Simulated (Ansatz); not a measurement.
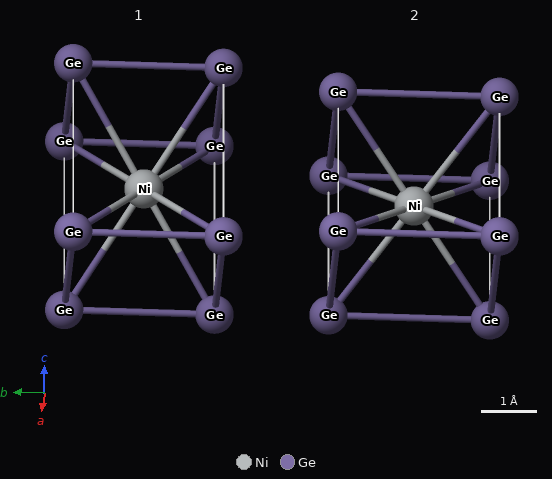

Two geometries of a crystal of NiGe (built on the CuAu (L1_0)_123 type) (coarse preliminary run), drawn at one scale. One is the start of a relaxation, the other its converged end. The picture is a ball-and-stick view of the cell of the calculation, seen from a free direction.

All numbers below come from Ansatz, DFT PBE, scalar-relativistic, plane waves, PAW. Set-up: plane-wave cutoff 420 eV; k-point mesh 6 × 6 × 6; occupations gaussian; smearing width 0.1 eV; no spin polarisation; cell and atoms relaxed; force threshold 0.04 eV/Å; at most 70 steps.

Which of the two is the end point?

Structure 2 is the relaxed one. Case: CuAu (L1_0) type (P4/mmm, No. 123). No atom moves by more than 0.005 Å relative to the cell. Cell: a = b 2.756 → 2.959 Å (+7.4 %), c 3.613 → 2.993 Å (−17.2 %). Volume −4.5 %. Some distances before and after: Ge–Ge 2.756 → 2.959 Å, Ni–Ni 2.756 → 2.959 Å, Ge–Ni 2.657 → 2.572 Å. The space group stays P4/mmm (No. 123). The energy falls by 58.8 meV per atom in 5 accepted moves (6 points after the start). All forces vanish by symmetry, so only the cell relaxes. Pressure: −5.44 GPa at the start and −0.09 GPa at the end. The SCF was repeated once at an unchanged geometry on a basis and grid sized afresh for the cell, which shifted the energy by 0.5 meV per atom at most. The run took of the order of 23 core-seconds on a shared host.

Limits of the set-up: the k-point mesh is coarse for a cell with partly filled bands.
